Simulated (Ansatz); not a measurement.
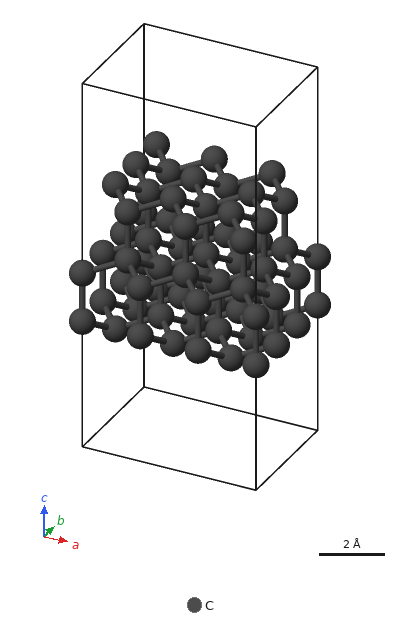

The input geometry (ball-and-stick view of the 3 × 3 repeat of the cell, with the vacuum cut short, seen slightly off an axis). An atom can appear more than once, as a periodic image. Near neighbours in the periodic cell (some may lie outside the picture): C has 3 C at 1.54 Å; C has 4 C at 1.54 Å.

## C: geometry relaxation (part 1 of 2)

- system: C (slab, 6 atoms in the cell)
- method: DFT PBE+D3(BJ), scalar-relativistic, plane waves, PAW, PAW set soft_1, no spin polarisation (Ansatz 0.2.0)

The structure derives from an entry of the Crystallography Open Database. The input holds or restrains some coordinates. Forces given for the steps count only the free coordinates.

### What the program printed
```
Engine: ansatz 0.2.0, aarch64-unknown-linux-gnu
Pseudopotentials: kind: paw
Pseudopotential: C, paw, valence charge 4, recommended cutoff 420 eV (normal), [file]
Functional definition: PBE
  parameter kappa = 0.804
  parameter beta = 0.06672455060314922
  exchange = pbe_x(kappa = kappa, mu = beta*pi^2/3)
  correlation = pbe_c(beta = beta)
Crystal: 6 atoms, lattice volume = 102.018 Å³
Basis set: ecut = 420 eV, 2001 PW (Γ), exchange–correlation on 36×36×250 points (8 copies of the dense FFT grid, shifted against one another)
Bands: 18, of which v1, the nominal top of the filled ones, is band 12 counted from 1 (11 counted from 0)
Symmetry: 6 space group operations
k-points: 19 of 144 (time reversal used)
Non-local potential: C, projectors of the file, l = 0: 2, l = 1: 2, l = 2: 1
PAW form: soft (Blöchl's): semilocal exchange-correlation on the pseudo side does not see the compensation charge
PAW one-centre angular grid: C, 110 points (default); XC on 64 Gauss nodes
Initial density: superposition of atomic densities (neutral atoms: chi_scale 0, normalization atom)
Initial wavefunctions: pseudopotential atomic-orbital guess
Functional: x = pbe(κ = 0.804, μ = 0.2195149727645171), c = pbe(β = 0.06672455060314922)
SCF iter   1: F=—  HF=-1502.807562 eV  |F-HF|=—  |Δ(HF+E_count)|=         —  Δρ=7.44e-2  dr2=4.46e0  ethr=3.10e-3  p=-0.000 e·Å  D=-5.92e-15 V/Å  ΔV_dip=0.00 eV  dr2_dipole=2.83e-5  V_vac-E_F(+/−)=8.36/8.36 eV  ⟨swp⟩=8.5  Hψ=2398  notcnv=0  defer=1
efield: sawtooth ramp at fractional position 0.9800 (placed from the atoms, in the widest stretch of the axis that holds none; the zero of the levels goes with the place), width 0.0400; the density the first Hamiltonian is built on has a dipole p = -0.000 e·Å; the dipole correction subtracts the counter field D = -5.92e-15 V/Å, which shifts the + side's vacuum level by +0.00 eV against the − side's; the planar-averaged density in the ramp window peaks in size at 8.5e-7 e/Å³
preconditioner: auto → LDOS  [insulator: Δε(μ)=0.102 eV  Ē_g=15.695 eV  σ=0.050 eV  W_gap=0.85  n_scr=12 (ndim 8)  ℏωp=18.0 eV  f_vac=0.565  D(μ)=1.03/eV (n_scr^D=6)  ε∞_Penn≈2.3  β→1.0]
SCF iter   2: F=—  HF=-1501.274855 eV  |F-HF|=—  |Δ(HF+E_count)|=    1.53e0  Δρ=2.08e-2  dr2=3.05e-1  ethr=3.10e-3  p=-0.000 e·Å  D=-3.05e-4 V/Å  ΔV_dip=0.01 eV  dr2_dipole=6.84e-4  V_vac-E_F(+/−)=5.98/5.97 eV  ⟨swp⟩=4.4  Hψ=1087  notcnv=0  defer=25
SCF iter   3: F=—  HF=-1501.213097 eV  |F-HF|=—  |Δ(HF+E_count)|=   6.18e-2  Δρ=5.01e-3  dr2=3.19e-2  ethr=1.27e-3  p=0.000 e·Å  D=5.00e-4 V/Å  ΔV_dip=-0.01 eV  dr2_dipole=4.83e-3  V_vac-E_F(+/−)=6.19/6.20 eV  ⟨swp⟩=3.5  Hψ=830  notcnv=0  defer=24
SCF iter   4: F=—  HF=-1501.210986 eV  |F-HF|=—  |Δ(HF+E_count)|=   2.11e-3  Δρ=3.31e-3  dr2=8.22e-2  ethr=1.33e-4  p=-0.001 e·Å  D=-1.43e-3 V/Å  ΔV_dip=0.03 eV  dr2_dipole=3.56e-2  V_vac-E_F(+/−)=6.09/6.06 eV  ⟨swp⟩=3.1  Hψ=676  notcnv=0  defer=23  recentre
SCF iter   5: F=—  HF=-1501.210684 eV  |F-HF|=—  |Δ(HF+E_count)|=   3.02e-4  Δρ=2.39e-3  dr2=4.20e-2  ethr=1.33e-4  p=0.001 e·Å  D=9.98e-4 V/Å  ΔV_dip=-0.02 eV  dr2_dipole=1.80e-2  V_vac-E_F(+/−)=6.06/6.08 eV  ⟨swp⟩=1.6  Hψ=345  notcnv=0  defer=23
SCF iter   6: F=—  HF=-1501.210298 eV  |F-HF|=—  |Δ(HF+E_count)|=   3.86e-4  Δρ=7.53e-4  dr2=1.68e-3  ethr=1.33e-4  p=0.000 e·Å  D=1.54e-4 V/Å  ΔV_dip=-0.00 eV  dr2_dipole=6.14e-4  V_vac-E_F(+/−)=5.98/5.98 eV  ⟨swp⟩=1.7  Hψ=347  notcnv=0  defer=23
SCF iter   7: F=—  HF=-1501.210320 eV  |F-HF|=—  |Δ(HF+E_count)|=   2.17e-5  Δρ=1.39e-4  dr2=2.32e-5  ethr=7.01e-6  p=0.000 e·Å  D=4.52e-7 V/Å  ΔV_dip=-0.00 eV  dr2_dipole=4.01e-6  V_vac-E_F(+/−)=5.95/5.95 eV  ⟨swp⟩=2.6  Hψ=490  notcnv=0  defer=23
SCF iter   8: F=-1501.210328 eV  HF=-1501.210328 eV  |F-HF|=1.85e-7  |Δ(HF+E_count)|=   8.15e-6  Δρ=3.11e-5  dr2=6.25e-7  ethr=9.38e-8  p=-0.000 e·Å  D=-3.16e-6 V/Å  ΔV_dip=0.00 eV  dr2_dipole=1.07e-8  V_vac-E_F(+/−)=5.94/5.94 eV  ⟨swp⟩=16.4  Hψ=2644  notcnv=0
SCF 1 converged in 8 iterations: F = -1501.210328 eV  dr2 = 6.25e-7
  greatest PAW one-centre occupation: 0.658 electrons in one spin orbital (limit 2), on the C atom at site 0 (counted from 0), in its partial waves of l = 0
relax step   1: F+E_penalty+E_count = -1501.21032769 eV  Δ(F+E_penalty+E_count) = +0.000e0 eV  max|allowed force component| = 4.962e0 eV/Å  Δτ_max = 0.0000 Å  (8 SCF iters, dr2 threshold 2.25e-5 eV, accepted)
Initial density: handed on by an earlier stage of this run
Initial wavefunctions: those handed on with the density
SCF iter   1: F=—  HF=-1501.637355 eV  |F-HF|=—  |Δ(HF+E_count)|=         —  Δρ=2.87e-2  dr2=8.40e0  ethr=3.10e-3  p=-0.000 e·Å  D=-3.16e-6 V/Å  ΔV_dip=0.00 eV  dr2_dipole=3.78e0  V_vac-E_F(+/−)=5.84/5.84 eV  ⟨swp⟩=4.5  Hψ=1244  notcnv=0  defer=21
efield: sawtooth ramp at fractional position 0.9800 (handed on by an earlier solve), width 0.0400; the density the first Hamiltonian is built on has a dipole p = -0.000 e·Å; the dipole correction subtracts the counter field D = -3.16e-6 V/Å, which shifts the + side's vacuum level by +0.00 eV against the − side's; the planar-averaged density in the ramp window peaks in size at 1.2e-6 e/Å³
preconditioner: auto → LDOS  [insulator: Δε(μ)=0.148 eV  Ē_g=15.395 eV  σ=0.050 eV  W_gap=0.96  n_scr=12 (ndim 8)  ℏωp=18.0 eV  f_vac=0.581  D(μ)=0.34/eV (n_scr^D=4)  ε∞_Penn≈2.4  β→1.0]
SCF iter   2: F=—  HF=-1501.979146 eV  |F-HF|=—  |Δ(HF+E_count)|=   3.42e-1  Δρ=4.60e-2  dr2=2.24e1  ethr=3.10e-3  p=0.050 e·Å  D=8.82e-2 V/Å  ΔV_dip=-1.64 eV  dr2_dipole=9.94e0  V_vac-E_F(+/−)=4.77/6.41 eV  ⟨swp⟩=2.8  Hψ=614  notcnv=0  defer=26  recentre
preconditioner: auto → none  [insulator: Δε(μ)=0.582 eV  Ē_g=15.303 eV  σ=0.050 eV  W_gap=1.00  n_scr=12 (ndim 8)  ℏωp=18.0 eV  f_vac=0.581  D(μ)=0.00/eV (n_scr^D=0)  ε∞_Penn≈2.4  β→0.5]
SCF iter   3: F=—  HF=-1501.602249 eV  |F-HF|=—  |Δ(HF+E_count)|=   3.77e-1  Δρ=2.17e-2  dr2=4.96e0  ethr=3.10e-3  p=0.006 e·Å  D=1.15e-2 V/Å  ΔV_dip=-0.21 eV  dr2_dipole=2.21e0  V_vac-E_F(+/−)=5.68/5.89 eV  ⟨swp⟩=2.8  Hψ=742  notcnv=0  defer=23
SCF iter   4: F=—  HF=-1501.584956 eV  |F-HF|=—  |Δ(HF+E_count)|=   1.73e-2  Δρ=1.74e-2  dr2=2.80e0  ethr=3.10e-3  p=0.023 e·Å  D=4.05e-2 V/Å  ΔV_dip=-0.75 eV  dr2_dipole=1.22e0  V_vac-E_F(+/−)=5.37/6.12 eV  ⟨swp⟩=1.7  Hψ=417  notcnv=0  defer=22
SCF iter   5: F=—  HF=-1501.563219 eV  |F-HF|=—  |Δ(HF+E_count)|=   2.17e-2  Δρ=5.16e-3  dr2=1.93e-1  ethr=3.10e-3  p=0.018 e·Å  D=3.19e-2 V/Å  ΔV_dip=-0.59 eV  dr2_dipole=8.10e-2  V_vac-E_F(+/−)=5.48/6.08 eV  ⟨swp⟩=1.2  Hψ=361  notcnv=0  defer=22
SCF iter   6: F=—  HF=-1501.559379 eV  |F-HF|=—  |Δ(HF+E_count)|=   3.84e-3  Δρ=3.98e-3  dr2=1.34e-1  ethr=8.05e-4  p=0.019 e·Å  D=3.45e-2 V/Å  ΔV_dip=-0.64 eV  dr2_dipole=5.73e-2  V_vac-E_F(+/−)=5.46/6.10 eV  ⟨swp⟩=1.8  Hψ=535  notcnv=0  defer=23
SCF iter   7: F=—  HF=-1501.559944 eV  |F-HF|=—  |Δ(HF+E_count)|=   5.65e-4  Δρ=3.28e-3  dr2=1.03e-1  ethr=5.56e-4  p=0.019 e·Å  D=3.35e-2 V/Å  ΔV_dip=-0.62 eV  dr2_dipole=4.50e-2  V_vac-E_F(+/−)=5.48/6.11 eV  ⟨swp⟩=1.6  Hψ=360  notcnv=0  defer=23
SCF iter   8: F=—  HF=-1501.559351 eV  |F-HF|=—  |Δ(HF+E_count)|=   5.93e-4  Δρ=1.33e-3  dr2=1.66e-2  ethr=4.28e-4  p=0.019 e·Å  D=3.40e-2 V/Å  ΔV_dip=-0.63 eV  dr2_dipole=7.30e-3  V_vac-E_F(+/−)=5.47/6.11 eV  ⟨swp⟩=1.5  Hψ=362  notcnv=0  defer=24
SCF iter   9: F=—  HF=-1501.559209 eV  |F-HF|=—  |Δ(HF+E_count)|=   1.42e-4  Δρ=3.77e-4  dr2=1.39e-3  ethr=6.90e-5  p=0.020 e·Å  D=3.47e-2 V/Å  ΔV_dip=-0.65 eV  dr2_dipole=6.04e-4  V_vac-E_F(+/−)=5.46/6.11 eV  ⟨swp⟩=1.4  Hψ=366  notcnv=0  defer=24
SCF iter  10: F=-1501.559191 eV  HF=-1501.559202 eV  |F-HF|=1.08e-5  |Δ(HF+E_count)|=   7.12e-6  Δρ=3.39e-5  dr2=7.94e-6  ethr=4.17e-7  p=0.020 e·Å  D=3.48e-2 V/Å  ΔV_dip=-0.65 eV  dr2_dipole=3.25e-6  V_vac-E_F(+/−)=5.46/6.11 eV  ⟨swp⟩=13.5  Hψ=2074  notcnv=0
SCF 2 converged in 10 iterations: F = -1501.559191 eV  dr2 = 7.94e-6
  greatest PAW one-centre occupation: 0.661 electrons in one spin orbital (limit 2), on the C atom at site 5 (counted from 0), in its partial waves of l = 0
relax step   2: F+E_penalty+E_count = -1501.55919068 eV  Δ(F+E_penalty+E_count) = -3.489e-1 eV  max|allowed force component| = 2.945e0 eV/Å  Δτ_max = 0.0994 Å  (10 SCF iters, dr2 threshold 1.00e-4 eV, accepted)
[... from here on the SCF iterations and repeated set-up lines of each step are left out, up to the last step ...]
SCF 3 converged in 8 iterations: F = -1501.829851 eV  dr2 = 3.75e-6
relax step   3: F+E_penalty+E_count = -1501.82985072 eV  Δ(F+E_penalty+E_count) = -2.707e-1 eV  max|allowed force component| = 1.230e0 eV/Å  Δτ_max = 0.1949 Å  (8 SCF iters, dr2 threshold 1.00e-4 eV, accepted)
SCF 4 converged in 6 iterations: F = -1501.919797 eV  dr2 = 6.46e-5
relax step   4: F+E_penalty+E_count = -1501.91979656 eV  Δ(F+E_penalty+E_count) = -8.995e-2 eV  max|allowed force component| = 5.058e-1 eV/Å  Δτ_max = 0.0655 Å  (6 SCF iters, dr2 threshold 1.00e-4 eV, accepted)
SCF 5 converged in 6 iterations: F = -1502.065638 eV  dr2 = 2.69e-5
relax step   5: F+E_penalty+E_count = -1502.06563826 eV  Δ(F+E_penalty+E_count) = -1.458e-1 eV  max|allowed force component| = 7.334e-1 eV/Å  Δτ_max = 0.1950 Å  (6 SCF iters, dr2 threshold 4.33e-5 eV, accepted)
SCF 6 converged in 7 iterations: F = -1502.175430 eV  dr2 = 1.31e-6
relax step   6: F+E_penalty+E_count = -1502.17543004 eV  Δ(F+E_penalty+E_count) = -1.098e-1 eV  max|allowed force component| = 7.936e-1 eV/Å  Δτ_max = 0.1542 Å  (7 SCF iters, dr2 threshold 9.10e-5 eV, accepted)
SCF 7 converged in 11 iterations: F = -1502.195788 eV  dr2 = 1.52e-6
relax step   7: F+E_penalty+E_count = -1502.19578840 eV  Δ(F+E_penalty+E_count) = -2.036e-2 eV  max|allowed force component| = 1.435e0 eV/Å  Δτ_max = 0.1964 Å  (11 SCF iters, dr2 threshold 1.00e-4 eV, accepted)
SCF 8 converged in 10 iterations: F = -1502.338124 eV  dr2 = 3.26e-5
relax step   8: F+E_penalty+E_count = -1502.33812417 eV  Δ(F+E_penalty+E_count) = -1.423e-1 eV  max|allowed force component| = 2.282e-1 eV/Å  Δτ_max = 0.1947 Å  (10 SCF iters, dr2 threshold 1.00e-4 eV, accepted)
SCF 9 converged in 10 iterations: F = -1502.380487 eV  dr2 = 1.32e-9
relax step   9: F+E_penalty+E_count = -1502.38048656 eV  Δ(F+E_penalty+E_count) = -4.236e-2 eV  max|allowed force component| = 3.315e-1 eV/Å  Δτ_max = 0.1903 Å  (10 SCF iters, dr2 threshold 3.26e-6 eV, accepted)
SCF 10 converged in 9 iterations: F = -1502.399569 eV  dr2 = 3.30e-9
relax step  10: F+E_penalty+E_count = -1502.39956931 eV  Δ(F+E_penalty+E_count) = -1.908e-2 eV  max|allowed force component| = 6.730e-2 eV/Å  Δτ_max = 0.1485 Å  (9 SCF iters, dr2 threshold 6.87e-6 eV, accepted)
SCF 11 converged in 9 iterations: F = -1502.403772 eV  dr2 = 1.23e-8
relax step  11: F+E_penalty+E_count = -1502.40377193 eV  Δ(F+E_penalty+E_count) = -4.203e-3 eV  max|allowed force component| = 2.163e-2 eV/Å  Δτ_max = 0.0923 Å  (9 SCF iters, accepted)
SCF iter   1: F=—  HF=-1502.418727 eV  |F-HF|=—  |Δ(HF+E_count)|=         —  Δρ=7.17e-3  dr2=4.67e-2  ethr=1.93e-3  p=0.047 e·Å  D=8.41e-2 V/Å  ΔV_dip=-1.57 eV  dr2_dipole=2.82e-3  V_vac-E_F(+/−)=4.39/5.96 eV  ⟨swp⟩=3.9  Hψ=1084  notcnv=0  defer=28
efield: sawtooth ramp at fractional position 0.9800 (handed on by an earlier solve), width 0.0400; the density the first Hamiltonian is built on has a dipole p = 0.047 e·Å; the dipole correction subtracts the counter field D = 8.41e-2 V/Å, which shifts the + side's vacuum level by -1.57 eV against the − side's; the planar-averaged density in the ramp window peaks in size at 1.3e-6 e/Å³
preconditioner: auto → LDOS  [insulator: Δε(μ)=0.083 eV  Ē_g=14.804 eV  σ=0.050 eV  W_gap=0.73  n_scr=12 (ndim 8)  ℏωp=18.0 eV  f_vac=0.522  D(μ)=0.55/eV (n_scr^D=4)  ε∞_Penn≈2.5  β→1.0]
SCF iter   2: F=—  HF=-1502.423116 eV  |F-HF|=—  |Δ(HF+E_count)|=   4.39e-3  Δρ=4.38e-3  dr2=6.72e-2  ethr=1.94e-4  p=0.033 e·Å  D=5.80e-2 V/Å  ΔV_dip=-1.08 eV  dr2_dipole=9.18e-3  V_vac-E_F(+/−)=4.86/5.94 eV  ⟨swp⟩=3.7  Hψ=897  notcnv=0  defer=28
SCF iter   3: F=—  HF=-1502.404741 eV  |F-HF|=—  |Δ(HF+E_count)|=   1.84e-2  Δρ=9.36e-4  dr2=2.49e-3  ethr=1.94e-4  p=0.048 e·Å  D=8.54e-2 V/Å  ΔV_dip=-1.59 eV  dr2_dipole=3.77e-5  V_vac-E_F(+/−)=4.36/5.95 eV  ⟨swp⟩=3.6  Hψ=611  notcnv=0  defer=28
SCF iter   4: F=—  HF=-1502.404623 eV  |F-HF|=—  |Δ(HF+E_count)|=   1.18e-4  Δρ=8.13e-4  dr2=3.42e-3  ethr=1.04e-5  p=0.048 e·Å  D=8.46e-2 V/Å  ΔV_dip=-1.57 eV  dr2_dipole=1.13e-3  V_vac-E_F(+/−)=4.39/5.96 eV  ⟨swp⟩=2.1  Hψ=471  notcnv=0  defer=28
SCF iter   5: F=—  HF=-1502.404549 eV  |F-HF|=—  |Δ(HF+E_count)|=   7.40e-5  Δρ=1.32e-4  dr2=1.62e-5  ethr=1.04e-5  p=0.047 e·Å  D=8.38e-2 V/Å  ΔV_dip=-1.56 eV  dr2_dipole=1.63e-6  V_vac-E_F(+/−)=4.39/5.95 eV  ⟨swp⟩=1.4  Hψ=330  notcnv=0  defer=28
SCF iter   6: F=—  HF=-1502.404576 eV  |F-HF|=—  |Δ(HF+E_count)|=   2.65e-5  Δρ=6.75e-5  dr2=6.12e-6  ethr=6.76e-8  p=0.047 e·Å  D=8.36e-2 V/Å  ΔV_dip=-1.56 eV  dr2_dipole=1.44e-6  V_vac-E_F(+/−)=4.40/5.95 eV  ⟨swp⟩=2.2  Hψ=550  notcnv=0  defer=28
SCF iter   7: F=—  HF=-1502.404575 eV  |F-HF|=—  |Δ(HF+E_count)|=   5.93e-7  Δρ=1.36e-5  dr2=3.90e-7  ethr=2.55e-8  p=0.047 e·Å  D=8.34e-2 V/Å  ΔV_dip=-1.55 eV  dr2_dipole=1.28e-7  V_vac-E_F(+/−)=4.40/5.95 eV  ⟨swp⟩=2.0  Hψ=474  notcnv=0  defer=28
SCF iter   8: F=-1502.404575 eV  HF=-1502.404575 eV  |F-HF|=3.10e-8  |Δ(HF+E_count)|=   2.35e-7  Δρ=2.40e-6  dr2=3.69e-9  ethr=4.17e-10  p=0.047 e·Å  D=8.34e-2 V/Å  ΔV_dip=-1.55 eV  dr2_dipole=3.00e-13  V_vac-E_F(+/−)=4.40/5.95 eV  ⟨swp⟩=14.2  Hψ=2060  notcnv=0
SCF 12 converged in 8 iterations: F = -1502.404575 eV  dr2 = 3.69e-9
relax step  12: F+E_penalty+E_count = -1502.40457541 eV  Δ(F+E_penalty+E_count) = -8.035e-4 eV  max|allowed force component| = 5.460e-3 eV/Å  Δτ_max = 0.0557 Å  (8 SCF iters, accepted)
```

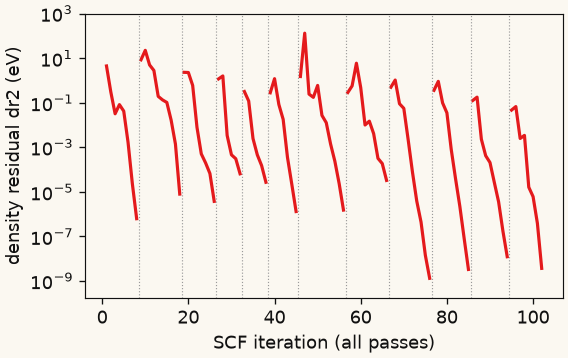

Convergence of the self-consistent field: density residual dr2 against the SCF iteration. The dotted lines part the SCF passes of the relaxation: geometry steps, rejected trials and re-solves on a re-selected basis. The 12 passes take 6 to 11 iterations each, 102 in all.
